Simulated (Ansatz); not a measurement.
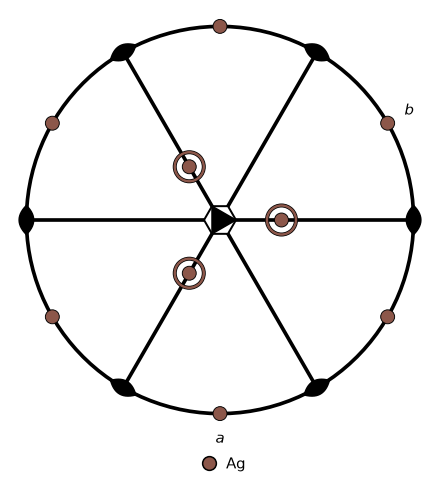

Directions from one silver atom at (1/3, 2/3, 1/4) to its bonded neighbours, in stereographic projection down c (filled: above the plane of the page or in it, open: below). Crystal: Ag, a calculation's input that goes back to an entry of the Crystallography Open Database (an earlier step may have relaxed or displaced it). Symmetry computed with spglib at a tolerance of 0.002 Å; standard conventional cell.

Neighbours are counted up to 3.28 Å for Ag. The symmetry elements of the site are drawn in: heavy lines are mirror planes (a heavy rim: a mirror in the plane of the page); lens, triangle, square and hexagon are 2-, 3-, 4- and 6-fold axes, a lens in an open square is −4, a triangle in an open hexagon −6; thin dashed diameters join the ends of axes that lie in the page; a small open circle marks inversion.

```cif
data_structure
_symmetry_space_group_name_H-M 'P 1'
_symmetry_Int_Tables_number 1
_cell_length_a 2.9300
_cell_length_b 2.9300
_cell_length_c 4.7900
_cell_angle_alpha 90.000
_cell_angle_beta 90.000
_cell_angle_gamma 120.000
_cell_volume 35.61
loop_
_atom_site_label
_atom_site_type_symbol
_atom_site_fract_x
_atom_site_fract_y
_atom_site_fract_z
_atom_site_occupancy
Ag1 Ag 0.33333 0.66667 0.25000 1
Ag2 Ag 0.66667 0.33333 0.75000 1
```

**How many neighbours are there, and at what angles?**

12: 12 Ag at 2.93 Å. Angles between bonds: 60° (24×), 90° (12×), 110° (3×), 120° (18×), 146° (6×), 180° (3×).

**What is the site's symmetry in the crystal?**

Point group -6m2 (D3h), order 12: one −6 axis, three twofold axes, four mirror planes. In P6₃/mmc (No. 194) this is Wyckoff position 2c.
